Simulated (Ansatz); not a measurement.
ZnO (space group Pm-3m, No. 221): the end point of a relaxation with DFT PBE, scalar-relativistic, plane waves, PAW (Ansatz); the starting structure was generated, so it need not be a known form of this composition.

```
CELL_PARAMETERS angstrom
2.68821 0.00000 0.00000
0.00000 2.68821 0.00000
0.00000 0.00000 2.68821
ATOMIC_POSITIONS crystal
Zn 0.00000 0.00000 0.00000
O 0.50000 0.50000 0.50000
```

Describe how the polyhedra about Zn are linked (bonds: O–Zn below 2.6 Å).

Zn: ZnO8 cube, sharing corners with eight neighbours, edges with twelve neighbours and faces with six neighbours.

They form a three-dimensional framework of corner-, edge- and face-sharing cubes.

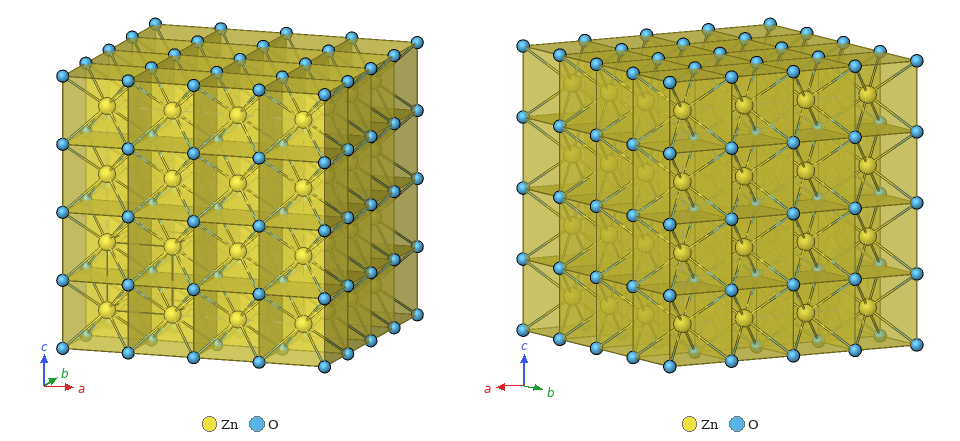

Polyhedra are drawn about Zn (bonds: O–Zn below 2.6 Å); other atoms are plain spheres. Two views of the same piece.
